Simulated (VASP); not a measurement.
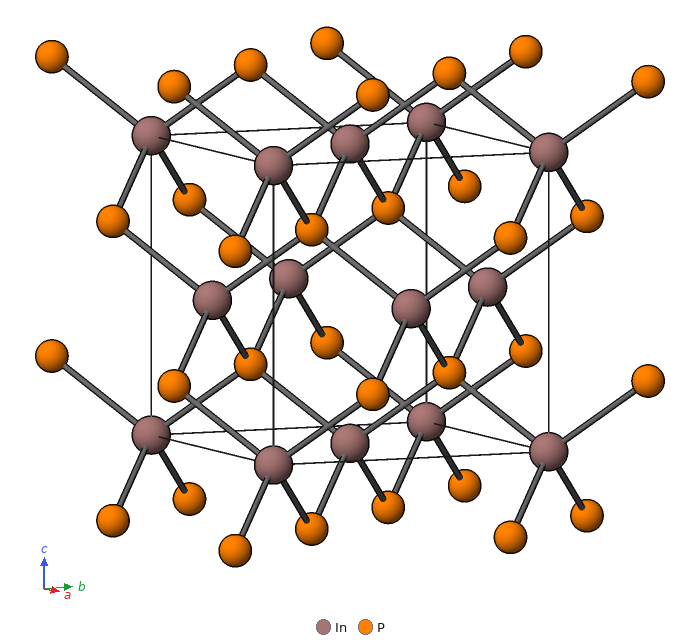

InP (space group F-43m, No. 216). Coordinates: the geometry relaxed with VASP Kohn-Sham DFT of a periodic cell, r2SCAN, VASP PAW PBE potentials, recommended in VASP.

Bonds are taken as In–P below 2.9 Å; no other contact counts. The graph is simplified in the usual way: terminal and isolated atoms are pruned, two-connected atoms become edges.

What kind of net remains, and which atoms are its nodes?

A uninodal 4-connected, three-periodic net: In and P are 4-connected nodes.

Name the underlying net.

It is the dia net, known from diamond, zinc blende and cristobalite.

Is the net interpenetrated?

It is a single net, without interpenetration.

Give the first ten terms of the coordination sequence (nodes one, two, three … edges away).

In and P: 4, 12, 24, 42, 64, 92, 124, 162, 204, 252.

The simplified net, drawn on the atoms' positions. Nodes are coloured by element. Edges to nodes outside the piece are drawn as stubs.

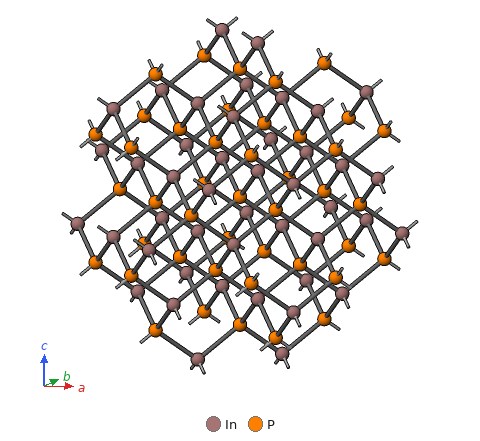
